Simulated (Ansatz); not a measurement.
W: geometry relaxation

The run: geometry relaxation of W (1 atom in the cell). Method and program: DFT r2SCAN, scalar-relativistic, plane waves, PAW, no spin polarisation (Ansatz 0.2.0).

The structure derives from an entry of the Crystallography Open Database. Figures and captions count atoms from 1; the log counts them from 0 in places.

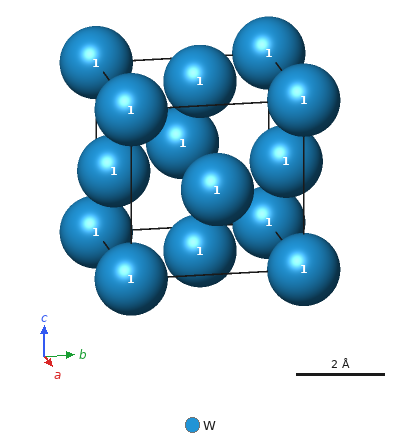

**Figure 1.** The starting structure (spheres-only view of the cell 4 times as large as that of the calculation, set on its symmetry axes, seen slightly off an axis; atoms are numbered from 1 in the order of the input). An atom can appear more than once, as a periodic image.

## Input
```yaml
crystal:
  lattice:
    - [0.0, 2.0091471692, 2.0091471692]
    - [2.0091471692, 0.0, 2.0091471692]
    - [2.0091471692, 2.0091471692, 0.0]
  atoms:
    - { symbol: W, position: [0.0, 0.0, 0.0] }
basis:
  ecutwfc: 500
kpoints:
  mp_grid: { grid: [18, 18, 18] }
hamiltonian:
  xc: r2scan
scf:
  occupations: { method: gaussian, width: 0.1 }
output:
  forces: true
  stress: true
  eigenvalues: true
  write_density: true
  write_potential: true
  elf: true
  volumetric_format: npy
relax:
  adjacent_minimum: "off"
  f_tol: 0.005
  max_steps: 80
  cell: { stress_tol: 0.05 }
```

Command:
```bash
ansatz run input.yaml --threads 2 --pin off --max-ram 5120MiB --backend cpu --events-out ev --progress --plain --runs-dir out
```

## The program's output
```
Engine: ansatz 0.2.0, x86_64-unknown-linux-gnu
Pseudopotentials: kind: paw
Pseudopotential: W, paw, valence charge 14, recommended cutoff 500 eV (meta_gga), W.paw.azcp
Functional definition: r2SCAN
  parameter k0 = 0.174
  parameter k1 = 0.065
  parameter a1 = 4.9479
  exchange = r2scan_x(k0 = k0, k1 = k1, a1 = a1)
  correlation = r2scan_c
Crystal: 1 atoms, lattice volume = 16.221 Å³
Basis set: ecut = 500 eV, 411 PW (Γ), exchange–correlation on 96×96×96 points (64 copies of the dense FFT grid, shifted against one another)
Bands: 11, of which v1, the nominal top of the filled ones, is band 7 counted from 1 (6 counted from 0)
Symmetry: 48 space group operations
Space group: Fm-3m (ITA 225), of the structure as read, at distance tolerance 2.5e-5 Å
k-points: 195 of 5832
Non-local potential: W, projectors of the file, l = 0: 3, l = 1: 2, l = 2: 2, l = 3: 1
PAW form: soft (Blöchl's): semilocal exchange-correlation on the pseudo side does not see the compensation charge
PAW frozen core: W, regenerated for the run's functional (the file was generated under x = pbe(κ = 0.804, μ = 0.2195149727645171), c = pbe(β = 0.06672455060314922))
PAW one-centre angular grid: W, 590 points (default); XC on 160 Gauss nodes
Initial density: superposition of atomic densities (neutral atoms: chi_scale 0, normalization atom), corrected by the library's trained network
Initial wavefunctions: pseudopotential atomic-orbital guess
Functional: x = r2scan, c = r2scan; τ floored in thin density (d = 2e-4 eV/Å³)
SCF iter   1: F=—  HF=-10396.731394 eV  |F-HF|=—  |Δ(HF+E_count)|=         —  Δρ=6.27e-3  dr2=3.30e-3  dr2_τ=4.38e-2  ethr=1.77e-3  ⟨swp⟩=5.0  Hψ=12682  notcnv=0
preconditioner: auto → none  [metal: Δε(μ)=0.020 eV  Ē_g=9.061 eV  σ=0.100 eV  W_gap=0.11  n_scr=0 (ndim 8)  ℏωp=22.6 eV  f_vac=0.000  D(μ)=1.16/eV (n_scr^D=14)]
SCF iter   2: F=—  HF=-10396.743861 eV  |F-HF|=—  |Δ(HF+E_count)|=   1.25e-2  Δρ=2.96e-3  dr2=3.69e-4  dr2_τ=9.10e-5  ethr=2.36e-5  ⟨swp⟩=2.3  Hψ=4618  notcnv=0
SCF iter   3: F=—  HF=-10396.744244 eV  |F-HF|=—  |Δ(HF+E_count)|=   3.83e-4  Δρ=1.05e-3  dr2=4.64e-5  dr2_τ=1.30e-5  ethr=2.63e-6  ⟨swp⟩=2.3  Hψ=2722  notcnv=0
SCF iter   4: F=—  HF=-10396.744292 eV  |F-HF|=—  |Δ(HF+E_count)|=   4.77e-5  Δρ=4.59e-5  dr2=1.61e-7  dr2_τ=3.12e-8  ethr=3.31e-7  ⟨swp⟩=2.7  Hψ=3270  notcnv=0
iter 5 did not close the SCF: its close was put off for the readings that it lacked (scf_convergence_deferred on its scf_iter line)
SCF iter   5: F=-10396.744292 eV  HF=-10396.744292 eV  |F-HF|=2.87e-9  |Δ(HF+E_count)|=   1.48e-7  Δρ=7.00e-6  dr2=2.62e-9  dr2_τ=1.55e-9  ethr=1.15e-9  ⟨swp⟩=2.0  Hψ=3233  notcnv=0
SCF iter   6: F=-10396.744292 eV  HF=-10396.744292 eV  |F-HF|=3.64e-12  |Δ(HF+E_count)|=   3.60e-9  Δρ=3.37e-7  dr2=9.81e-12  dr2_τ=9.16e-12  ethr=1.87e-11  ⟨swp⟩=5.9  Hψ=11335  notcnv=0
SCF 1 converged in 6 iterations: F = -10396.744292 eV  dr2 = 9.81e-12
  greatest PAW one-centre occupation: 0.999 electrons in one spin orbital (limit 2), on the W atom at site 0 (counted from 0), in its partial waves of l = 0
relax step   1: F+E_penalty+E_count = -10396.74429208 eV  Δ(F+E_penalty+E_count) = +0.000e0 eV  max|allowed force component| = 0.000e0 eV/Å  Δτ_max = 0.0000 Å  P = -0.261 GPa  Ω = 16.221 Å³  (6 SCF iters, accepted)
Crystal: 1 atoms, lattice volume = 16.164 Å³
Initial density: handed on by an earlier stage of this run
Initial wavefunctions: those handed on with the density
iter 1 solved again at ethr=2.03e-8 eV; its pass at ethr=3.10e-3 eV (dr2=2.85e-6 eV) is discarded
SCF iter   1: F=—  HF=-10396.743974 eV  |F-HF|=—  |Δ(HF+E_count)|=         —  Δρ=1.15e-4  dr2=1.57e-6  dr2_τ=2.43e-4  ethr=2.03e-8  ⟨swp⟩=2.2  Hψ=14604  notcnv=0
preconditioner: auto → none  [metal: Δε(μ)=0.006 eV  Ē_g=9.093 eV  σ=0.100 eV  W_gap=0.03  n_scr=0 (ndim 8)  ℏωp=22.6 eV  f_vac=0.000  D(μ)=1.11/eV (n_scr^D=14)]
SCF iter   2: F=—  HF=-10396.744225 eV  |F-HF|=—  |Δ(HF+E_count)|=   2.51e-4  Δρ=8.85e-5  dr2=4.69e-7  dr2_τ=1.29e-7  ethr=1.12e-8  ⟨swp⟩=3.0  Hψ=3871  notcnv=0
SCF iter   3: F=—  HF=-10396.744225 eV  |F-HF|=—  |Δ(HF+E_count)|=   7.12e-7  Δρ=4.44e-5  dr2=1.13e-7  dr2_τ=2.29e-8  ethr=3.35e-9  ⟨swp⟩=2.8  Hψ=3495  notcnv=0
SCF iter   4: F=-10396.744225 eV  HF=-10396.744225 eV  |F-HF|=1.20e-9  |Δ(HF+E_count)|=   1.68e-7  Δρ=4.22e-6  dr2=1.19e-9  dr2_τ=6.11e-10  ethr=7.14e-10  ⟨swp⟩=9.4  Hψ=13607  notcnv=0
SCF 2 converged in 4 iterations: F = -10396.744225 eV  dr2 = 1.19e-9
relax step   2: F+E_penalty+E_count = -10396.74422544 eV  Δ(F+E_penalty+E_count) = +6.663e-5 eV  max|allowed force component| = 0.000e0 eV/Å  Δτ_max = 0.0000 Å  P = +0.813 GPa  Ω = 16.164 Å³  energy of the carried Pulay correction = +3.060e-5 eV  (4 SCF iters, dr2 threshold 1.00e-7 eV, rejected (line search))
Crystal: 1 atoms, lattice volume = 16.207 Å³
iter 1 solved again at ethr=1.18e-8 eV; its pass at ethr=3.10e-3 eV (dr2=1.65e-6 eV) is discarded
SCF iter   1: F=—  HF=-10396.744166 eV  |F-HF|=—  |Δ(HF+E_count)|=         —  Δρ=8.65e-5  dr2=8.99e-7  dr2_τ=1.39e-4  ethr=1.18e-8  ⟨swp⟩=2.2  Hψ=14574  notcnv=0
preconditioner: auto → none  [metal: Δε(μ)=0.006 eV  Ē_g=9.065 eV  σ=0.100 eV  W_gap=0.04  n_scr=0 (ndim 8)  ℏωp=22.6 eV  f_vac=0.000  D(μ)=1.11/eV (n_scr^D=14)]
SCF iter   2: F=—  HF=-10396.744310 eV  |F-HF|=—  |Δ(HF+E_count)|=   1.45e-4  Δρ=6.50e-5  dr2=2.53e-7  dr2_τ=7.06e-8  ethr=6.42e-9  ⟨swp⟩=3.0  Hψ=3866  notcnv=0
SCF iter   3: F=—  HF=-10396.744311 eV  |F-HF|=—  |Δ(HF+E_count)|=   3.91e-7  Δρ=3.20e-5  dr2=5.86e-8  dr2_τ=1.22e-8  ethr=1.81e-9  ⟨swp⟩=2.9  Hψ=3525  notcnv=0
SCF iter   4: F=—  HF=-10396.744311 eV  |F-HF|=—  |Δ(HF+E_count)|=   8.68e-8  Δρ=3.60e-6  dr2=8.19e-10  dr2_τ=5.16e-10  ethr=4.18e-10  ⟨swp⟩=3.0  Hψ=3655  notcnv=0
SCF iter   5: F=—  HF=-10396.744311 eV  |F-HF|=—  |Δ(HF+E_count)|=  8.79e-10  Δρ=1.22e-6  dr2=1.20e-10  dr2_τ=1.49e-11  ethr=5.85e-12  ⟨swp⟩=2.8  Hψ=3527  notcnv=0
SCF iter   6: F=—  HF=-10396.744311 eV  |F-HF|=—  |Δ(HF+E_count)|=  1.02e-10  Δρ=4.00e-7  dr2=1.12e-11  dr2_τ=2.82e-12  ethr=1.00e-12  ⟨swp⟩=2.3  Hψ=3378  notcnv=0
SCF iter   7: F=-10396.744311 eV  HF=-10396.744311 eV  |F-HF|=1.82e-12  |Δ(HF+E_count)|=  1.09e-11  Δρ=1.43e-7  dr2=1.52e-12  dr2_τ=3.80e-13  ethr=1.00e-12  ⟨swp⟩=5.4  Hψ=7757  notcnv=0
SCF 3 converged in 7 iterations: F = -10396.744311 eV  dr2 = 1.52e-12
relax step   3: F+E_penalty+E_count = -10396.74431081 eV  Δ(F+E_penalty+E_count) = -1.873e-5 eV  max|allowed force component| = 0.000e0 eV/Å  Δτ_max = 0.0000 Å  P = -0.001 GPa  Ω = 16.207 Å³  energy of the carried Pulay correction = +7.440e-6 eV  (7 SCF iters, accepted)
Initial wavefunctions: pseudopotential atomic-orbital guess (no wavefunctions were taken with the density)
iter 1 solved again at ethr=1.48e-8 eV; its pass at ethr=3.10e-3 eV (dr2=2.07e-6 eV) is discarded
SCF iter   1: F=—  HF=-10396.744301 eV  |F-HF|=—  |Δ(HF+E_count)|=         —  Δρ=3.81e-6  dr2=2.62e-10  dr2_τ=3.37e-9  ethr=1.48e-8  ⟨swp⟩=3.4  Hψ=18349  notcnv=0
preconditioner: auto → none  [metal: Δε(μ)=0.006 eV  Ē_g=9.067 eV  σ=0.100 eV  W_gap=0.03  n_scr=0 (ndim 8)  ℏωp=22.6 eV  f_vac=0.000  D(μ)=1.11/eV (n_scr^D=14)]
SCF iter   2: F=—  HF=-10396.744301 eV  |F-HF|=—  |Δ(HF+E_count)|=   4.85e-7  Δρ=1.88e-6  dr2=6.12e-11  dr2_τ=8.41e-11  ethr=1.87e-12  ⟨swp⟩=3.0  Hψ=4036  notcnv=0
SCF iter   3: F=-10396.744301 eV  HF=-10396.744301 eV  |F-HF|=0.00e0  |Δ(HF+E_count)|=  8.00e-11  Δρ=1.07e-7  dr2=8.76e-13  dr2_τ=3.41e-12  ethr=1.00e-12  ⟨swp⟩=5.7  Hψ=10467  notcnv=0
SCF 4 converged in 3 iterations: F = -10396.744301 eV  dr2 = 8.76e-13
relax step   4: F+E_penalty+E_count = -10396.74430060 eV  Δ(F+E_penalty+E_count) = +1.022e-5 eV  max|allowed force component| = 0.000e0 eV/Å  Δτ_max = 0.0000 Å  P = -0.001 GPa  Ω = 16.207 Å³  stress off target by 1.38e-3 GPa  SCF on the basis re-selected at this cell (its energy is not comparable with the rows above)  (3 SCF iters)
```

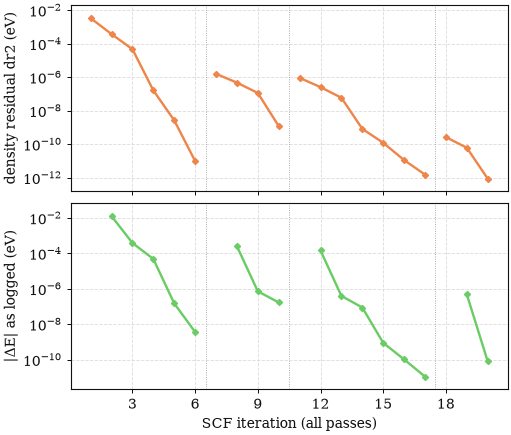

**Figure 2.** Convergence of the self-consistent field: density residual dr2 and size of the energy change against the SCF iteration. The dotted lines part the SCF passes of the relaxation: geometry steps, rejected trials and re-solves on a re-selected basis. The passes take 6, 4, 7 and 3 iterations.

```
basis re-selected at this cell: Δ(F+E_penalty+E_count) = +1.022e-5 eV, ΔP = -0.000 GPa vs the last step (what re-selecting the basis moved, of the pressure what is left beyond the Pulay correction that the steps carried, after the strain that the cell walked since its last selection, with what the two solves' SCF thresholds leave and, on support functions, any second-order correction that the steps lacked; it is no measure of the basis error at this ecutwfc). This SCF's stress stands 1.38e-3 GPa from its target on what of the cell is left free (relax.cell.stress_tol is 5.00e-2 GPa) and its largest allowed force component is 0.00e0 eV/Å (relax.f_tol is 5.00e-3 eV/Å): within both
SCF converged after 3 iterations
Free energy (F): -10396.744301 eV
Harris-Foulkes:  -10396.744301 eV  (|F-HF|=0.00e0)
Internal energy: -10396.738760 eV  (E = F + TS)
E sigma→0 (E₀):  -10396.741530 eV
Entropy (-TS):   -0.005541 eV (-5.541 meV/atom)
Fermi energy:    21.441475 eV
--- Per-component energies (eV) ---
  E_band       = -102.210442
  E_kinetic    = 450.256847
  E_local      = -616.116628  (includes V_loc(G=0)·N_el)
  E_nonlocal   = 1.445880
  E_hartree    = 220.696933
  E_xc         = -248.685902
  E_vxc        = -259.487198  (∫ρ·V_xc dr)
  E_paw        = -8593.154860  (= ΣΔE_a)
  E_vpaw       = -133.154871  (= ΣTr[D̂ρ^β])
  E_aug_tail   = -0.000048  (compensation charges beyond the density's cutoff)
  E_vtau       = 13.451736  (kinetic-family band-sum trace: ∫τ·v_τ [+ j·A + Jᵃ·Aᵃ] dr)
  E_ewald      = -1610.593032
  E_core_change = -0.587949  (= ΣΔE_core)
  E_smearing   = -0.005541  (= −TS)
  E_closure    = 0.000000  (closes the sum)
  Σ components = -10396.744301   (vs F -10396.744301, Δ=0.00e0)
--- Forces (eV/Å), atoms counted from 1 ---
  atom   1  W     -0.00000000     0.00000000     0.00000000
  max |Σ_I F_I| component: 9.04e-32 eV/Å
--- Stress (GPa, compression-positive) ---
       -0.001383      -0.000000      -0.000000
       -0.000000      -0.001383      -0.000000
       -0.000000      -0.000000      -0.001383
  P = ⅓ Tr σ = -0.0014 GPa (-0.014 kbar)
--- Band table (eV; the first three rows and the last of 195) ---
  k-point 0: bands = ["-54.0590", "-17.0240", "-17.0240", "-17.0240", "11.9130", "20.8384", "20.8384", "20.8384", "24.2778", "24.2778", "34.7329"]
  k-point 1: bands = ["-54.0553", "-17.0653", "-17.0292", "-17.0292", "12.0576", "20.7225", "20.9063", "20.9063", "24.2145", "24.2145", "35.0239"]
  k-point 2: bands = ["-54.0445", "-17.1831", "-17.0441", "-17.0441", "12.4756", "20.4232", "21.0848", "21.0848", "24.0700", "24.0700", "35.8056"]
  k-point 194: bands = ["-53.8927", "-17.9223", "-17.7944", "-17.5004", "17.3987", "18.7070", "19.8144", "23.0577", "27.5119", "32.2554", "32.4970"]
--- Relaxed structure (3 steps of the walk, 2 accepted, 1 SCFs on fresh bases) ---
  F+E_penalty+E_count = -10396.74430060 eV   max|allowed force component| = 0.000e0 eV/Å   (the final SCF, on the basis selected at the relaxed cell)
  cell:  # Å, volume = 16.2067 Å³
    - [-3.184607520559744e-35, 2.0085763245573256, 2.0085763245573256]
    - [2.0085763245573256, -6.687675793175462e-35, 2.0085763245573256]
    - [2.0085763245573256, 2.0085763245573256, -2.8661467685037693e-35]
  atoms:
    - { symbol: W, position: [0.0, 0.0, 0.0] }
```

## Trajectory as extended XYZ (Å, eV, eV/Å), 4 frames, from step=1 to step=4
```
1
Lattice="0.0000 2.0091 2.0091 2.0091 0.0000 2.0091 2.0091 2.0091 0.0000" Properties=species:S:1:pos:R:3:forces:R:3 step=1 energy=-10396.74429 pressure_GPa=-0.26
W     0.0000    0.0000    0.0000    0.0000   0.0000   0.0000
1
Lattice="0.0000 2.0068 2.0068 2.0068 0.0000 2.0068 2.0068 2.0068 0.0000" Properties=species:S:1:pos:R:3:forces:R:3 step=2 energy=-10396.74423 pressure_GPa=0.81 accepted=F
W     0.0000    0.0000    0.0000    0.0000   0.0000   0.0000
1
Lattice="0.0000 2.0086 2.0086 2.0086 0.0000 2.0086 2.0086 2.0086 0.0000" Properties=species:S:1:pos:R:3:forces:R:3 step=3 energy=-10396.74431 pressure_GPa=-0.00
W     0.0000    0.0000    0.0000    0.0000   0.0000   0.0000
1
Lattice="0.0000 2.0086 2.0086 2.0086 0.0000 2.0086 2.0086 2.0086 0.0000" Properties=species:S:1:pos:R:3:forces:R:3 step=4 energy=-10396.74430 pressure_GPa=-0.00
W     0.0000    0.0000    0.0000    0.0000   0.0000   0.0000
```

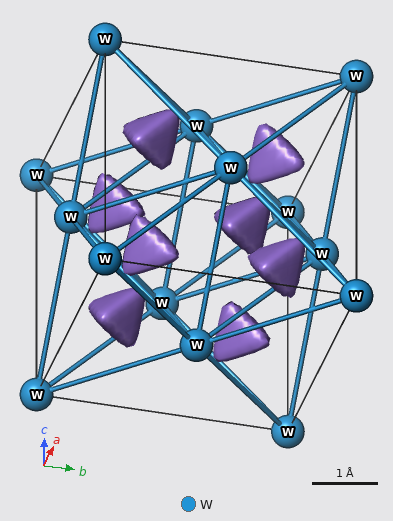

**Figure 3.** Isosurface of the electron localisation function at 0.5 (purple), seen at an oblique angle. Only the valence region is drawn (cores and ρ < 0.01 e/Å³ removed). Sticks mark near contacts. The outline is the cell set on symmetry axes. Core electrons are frozen (PAW), so the fields are smoothed inside the atomic spheres.

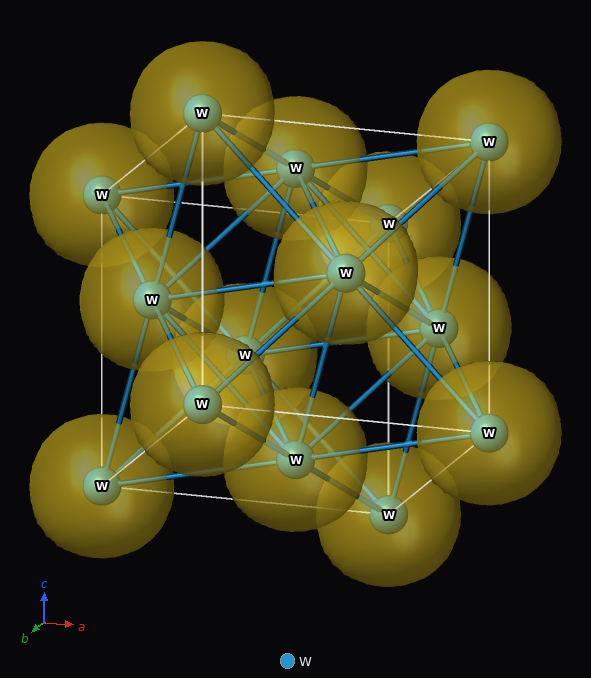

**Figure 4.** Isosurface of the valence charge density (pseudo) at 0.8 e/Å³ (yellow), seen at an oblique angle. Sticks mark near contacts. The outline is the cell set on symmetry axes. At this value the density breaks into separate islands; it holds about 65 % of the electrons treated as valence (semicore included). It is pinched off along the W–W (2.84 Å) contacts. On the grid the lowest density along these lines, outside the cores, is 0.36 e/Å³ (W–W, 2.84 Å).

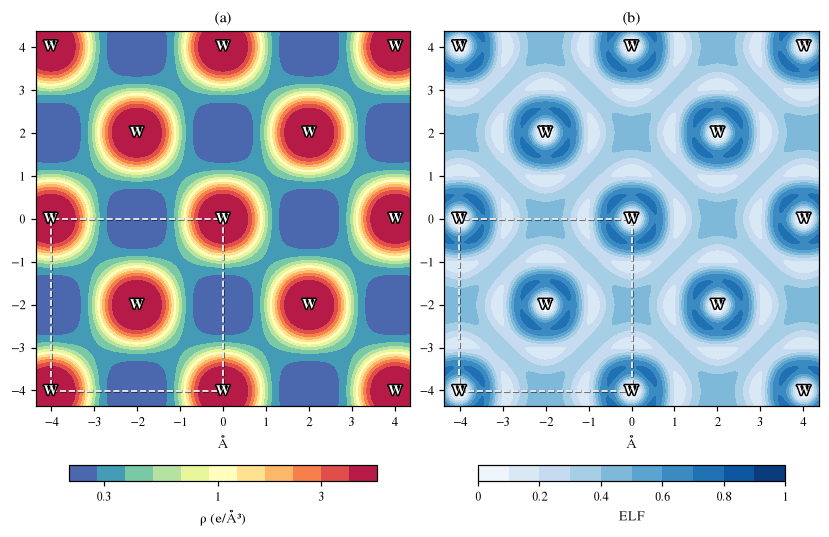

**Figure 5.** (a) valence pseudo-density; (b) electron localisation function on the (010) plane of the conventional cell. W–W (2.84 Å): the density is about 0.36 e/Å³ at the midpoint; the ELF is about 0.35 at the midpoint, which marks nearly free electrons, as in a simple metal. Away from the nuclei the density in this plane falls to 0.21 e/Å³ at its lowest. The strong features right at W lie inside the PAW spheres (semicore, d or f shells) and say nothing about bonding.

## Summary

| quantity | value |
| --- | --- |
| outcome | converged |
| space group (tolerance 0.01 Å) | Fm-3m (225) |
| electrons treated | 14 |
| free energy | −10396.7443 eV |
| Fermi energy | 21.441 eV |
| gap on the k-point mesh | none (metallic) |
| pressure | 0.00 GPa |
| final volume | 16.21 Å³ |
| largest force (length of the vector) at the end | under 0.001 eV/Å |
| final cell | a = 2.841 Å, b = 2.841 Å, c = 2.841 Å, α = 60.00°, β = 60.00°, γ = 60.00° |
| hardware | 2 threads of AMD EPYC (Zen 3), 32 GiB of memory available, shared host |
| wall time | 10 s (CPU time 20 s) |
| peak memory | 0.45 GiB |

Spin–orbit coupling is left out, which matters for W.
